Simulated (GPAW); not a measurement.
Al2O3 (space group P-3m1, No. 164): a cell listed in the Materials Project, as set up for an electronic-structure calculation.

```xyz
5
Lattice="3.0175 0.0000 0.0000 -1.5087 2.6132 0.0000 0.0000 0.0000 7.5746" Properties=species:S:1:pos:R:3 pbc="T T T"
Al    0.0000    0.0000    5.4693
Al    0.0000    0.0000    2.1054
O     0.0000    0.0000    3.7873
O     1.5087    0.8711    6.0638
O     0.0000    1.7421    1.5108
```

Describe the stacking along c, with columns A (0, 0), B (1/3, 2/3), C (2/3, 1/3) of the hexagonal mesh.

O(B) – Al(A) – O(A) – Al(A) – O(C) (five layers in 7.57 Å).

O layers alone: BAC, the cubic close-packed type.

Al: two tetrahedral sites (per hexagonal cell). One of the three gaps between O layers is empty, 3.02 Å wide.

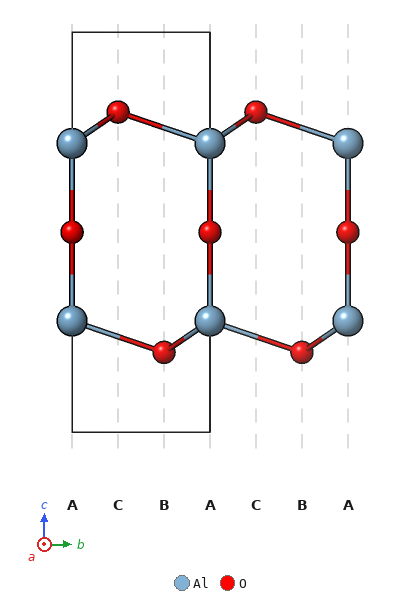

Projection along an edge of the hexagonal mesh, stacking direction c upwards. The dashed lines mark the three columns A (0, 0), B (1/3, 2/3) and C (2/3, 1/3). The sequence starts with the first layer at or above the cell's origin.
